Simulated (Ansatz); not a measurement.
ScAl2N3

```
Sc Al N
1.0
     4.20571    0.00000    0.00000
    -2.10285    3.64225    0.00000
     0.00000    0.00000    8.46569
Sc Al N
1 2 3
Direct
  0.00000 0.00000 0.50000
  0.00000 0.00000 0.84440
  0.00000 0.00000 0.15560
  0.50000 0.00000 0.50000
  0.00000 0.50000 0.50000
  0.50000 0.50000 0.50000
```

Space group P6/mmm; a structure generated by program, which may or may not match a known phase; spin-polarised.

These are results of DFT PBE, scalar-relativistic, plane waves, PAW (Ansatz), not measurements.

The density is the valence pseudo-density of a PAW calculation; it isn't the true density close to the nuclei.

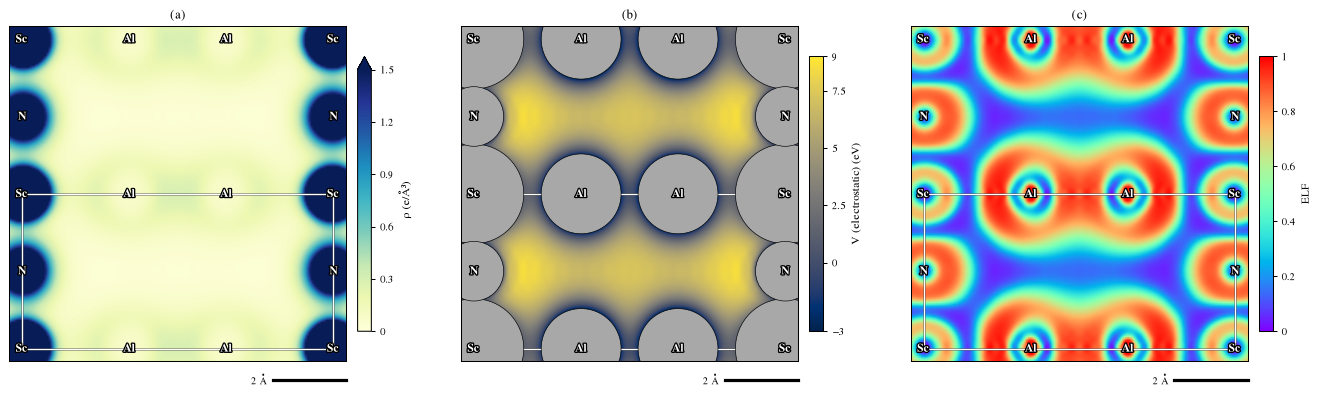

Figure 1. (a) valence pseudo-density; (b) electrostatic potential energy of an electron; (c) electron localisation function on the (11̄0) plane of the conventional cell. Grey discs cover the atomic cores in the potential map.

**Interpret the plot.**

- The plane passes through Sc, Al and N nuclei.
- Sc–N (2.10 Å): the density is about 0.52 e/Å³ at the midpoint; the ELF peaks at about 0.85 in the valence shell of N, 0.6 Å from its nucleus, and is about 0.15 at the midpoint; no shared electron pair shows on this line.
- Al–Al (2.63 Å): the density is about 0.29 e/Å³ at the midpoint; the ELF peaks at about 0.95 between the atoms.
- Between the atoms the lowest density in this plane is 0.02 e/Å³.
- The features right at Sc lie inside the PAW spheres, where the map follows smoothed inner orbitals and isn't to be read closely.
- Outside the cores the potential energy rises away from the atoms and is highest about 1.3 Å from the nearest atoms; its zero is arbitrary.

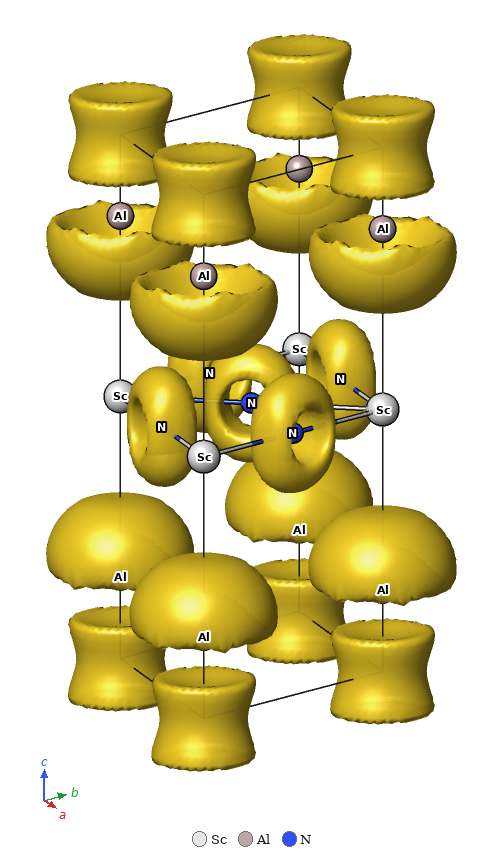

Figure 2. Isosurface of the ELF at 0.8 (yellow), seen slightly off an axis. Only the valence region is drawn (cores and ρ < 0.01 e/Å³ removed). Sticks mark near contacts.

**Describe the localisation domains.**

The surface consists of one region between bonded Al–Al atoms, two lobes of the valence shell of Al pointing towards Sc (polar bonds) and three regions wrapped around N (the valence shell of each), counted in one cell of 6 atoms. Any copies at cell faces, edges or corners count once.

**Metal or insulator at this level of theory?**

It is metallic or semimetallic at this level of theory: no gap opens.
